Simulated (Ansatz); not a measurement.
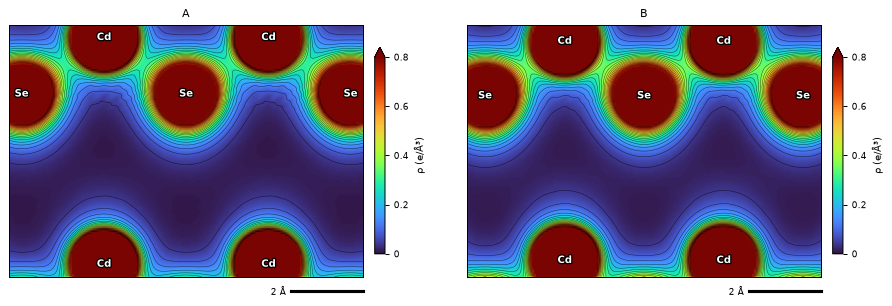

CdSe. The valence charge density (pseudo) of two cells that differ in size, on the (101̄) plane of each (indices in the axes of the calculation cell), at one length scale and on one colour scale; one has 28.1 and the other 31.1 Å³ an atom.

Theory: Ansatz 0.2.0, DFT PBEsol, scalar-relativistic, plane waves, PAW.

Core electrons are frozen (PAW), and the valence fields are smoothed inside the atomic spheres.

The larger cell:

```
Cd Se
1.0
     0.00000    3.23119    3.23119
     3.23119    0.00000    3.23119
     3.06489    3.06489    0.16630
Cd Se
1 1
Direct
  0.00000 0.00000 0.00000
  0.75000 0.75000 0.75000
```

The smaller cell: a = 4.418 Å, b = 4.418 Å, c = 4.194 Å, α = 58.21°, β = 58.21°, γ = 60.00°.

**Which is the denser cell? Describe the effect of the change.**

Panel B is the smaller cell, by 10 % in volume. From the larger cell to the smaller, Cd–Se goes from 2.78 to 2.68 Å, and the density at its midpoint from 0.3 to 0.35 e/Å³; the pressure goes from −3.7 to 0.6 GPa; the Kohn–Sham gap goes from 0.40 eV to 0.51 eV.
